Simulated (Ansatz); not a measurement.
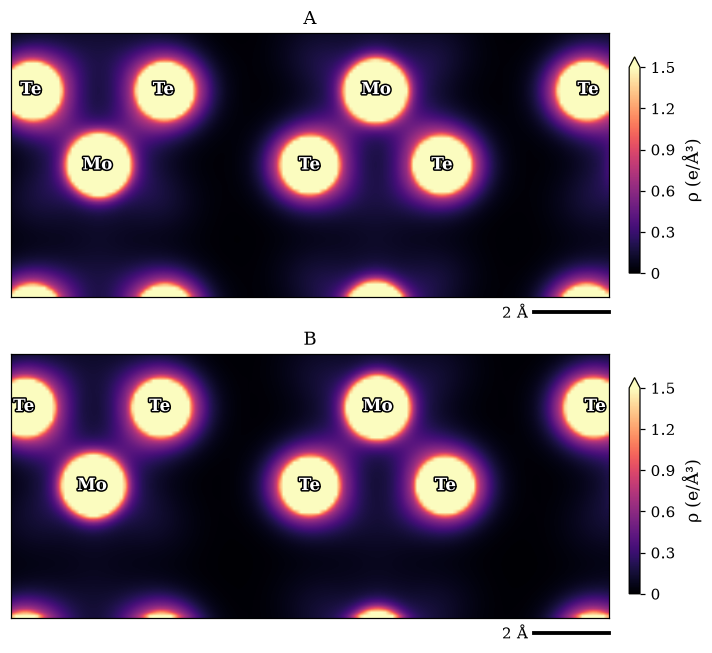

Te2Mo. The valence electron density of two cells that differ in size and shape, on the (110) plane of each (indices in the axes of the calculation cell), at one length scale and on one colour scale: B has 29.2 Å³ an atom and A 25.7.

All numbers below come from Ansatz, DFT PBE, scalar-relativistic, plane waves, PAW.

In a PAW calculation such maps are meaningful between the atoms, not at the nuclei.

The larger cell:

```cif
data_structure
_symmetry_space_group_name_H-M 'P 1'
_symmetry_Int_Tables_number 1
_cell_length_a 3.6460
_cell_length_b 3.6460
_cell_length_c 15.2047
_cell_angle_alpha 90.000
_cell_angle_beta 90.000
_cell_angle_gamma 120.000
_cell_volume 175.04
loop_
_atom_site_label
_atom_site_type_symbol
_atom_site_fract_x
_atom_site_fract_y
_atom_site_fract_z
_atom_site_occupancy
Te1 Te 0.33333 0.66667 0.63109 1
Te2 Te 0.66667 0.33333 0.13109 1
Te3 Te 0.33333 0.66667 0.86891 1
Te4 Te 0.66667 0.33333 0.36891 1
Mo1 Mo 0.33333 0.66667 0.25000 1
Mo2 Mo 0.66667 0.33333 0.75000 1
```

The smaller cell: a = 3.468 Å, b = 3.468 Å, c = 14.825 Å, α = 90.00°, β = 90.00°, γ = 120.00°.

What does the compression do to the bonding and the properties?

Answer. From the larger cell to the smaller, Te–Mo goes from 2.77 to 2.67 Å, and the density at its midpoint from 0.42 to 0.49 e/Å³; the pressure goes from −3.5 to 8 GPa; the Kohn–Sham gap goes from 0.86 eV to 1.1 eV.
